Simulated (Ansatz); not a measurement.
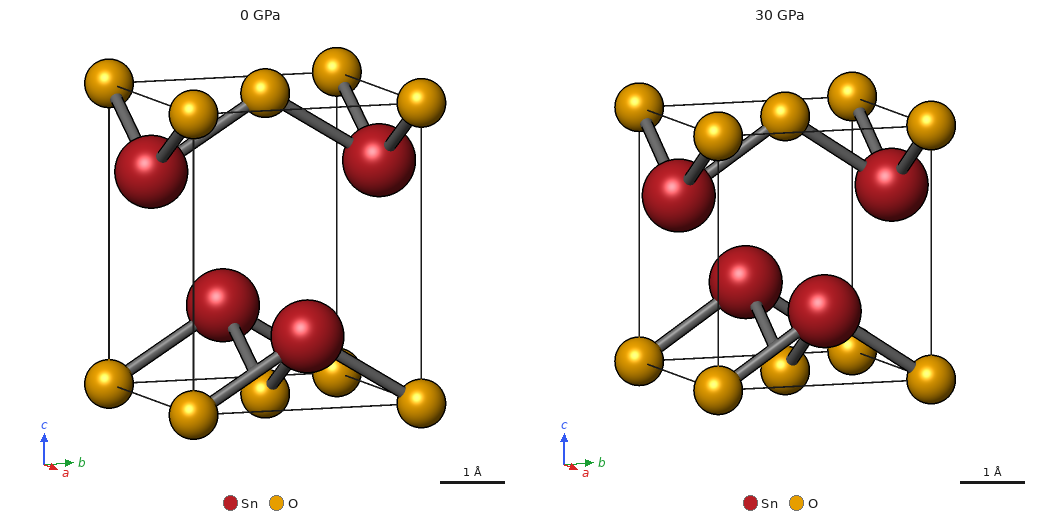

SnO, space group P4/nmm (No. 129), relaxed (cell and atoms) under a series of hydrostatic pressures; the conventional cell is drawn at the lowest and the highest, to one scale (sticks follow a distance rule). The start was a structure listed in the Materials Project.

Alike in all runs: Ansatz 0.2.0; functional PBEsol; potentials Ansatz PAW; cutoff 420 eV; k mesh 7 × 7 × 6 on the run's cell of 4 atoms; occupations fermi-dirac, width 0.05 eV; no spin polarisation; no spin-orbit coupling.

| pressure (GPa) | volume (Å³/atom) | a (Å) | c (Å) |
| --- | --- | --- | --- |
| 0.0 | 17.206 | 3.806 | 4.752 |
| 2.0 | 16.330 | 3.775 | 4.583 |
| 5.0 | 15.544 | 3.743 | 4.437 |
| 10.0 | ? | ? | ? |
| 20.0 | 13.451 | 3.612 | 4.124 |
| 30.0 | 12.701 | 3.557 | 4.016 |

Fit a third-order Birch-Murnaghan equation to the rows given and use it to fill in the volume that is left out.

Answer. The fit gives V0 = 17.18 Å³/atom, B0 = 34 GPa and B0′ = 7.5, which puts the volume at 10.0 GPa at 14.60 Å³/atom. The run gave volume 14.591 Å³/atom; a 3.685 Å; c 4.299 Å.

Which axis yields most up to 30 GPa?

Answer. The c axis: a −6.5 %, c −15.5 %, against −26.2 % in volume.

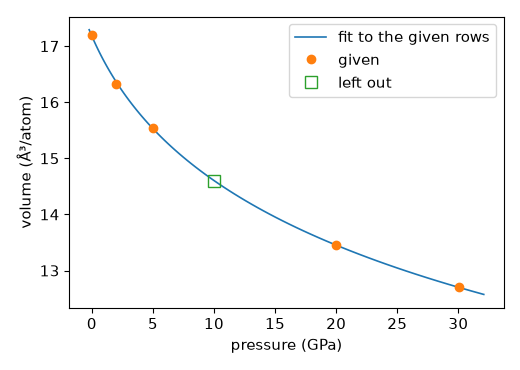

Volume against pressure, with the fit. The structure was kept in its own symmetry, so a change to another phase within this range wouldn't be seen. The gaps aren't listed, since this mesh can miss the band edges.

Caveat: the plane-wave basis is chosen anew once the cell has moved, so the energies of steps on either side of that aren't comparable.
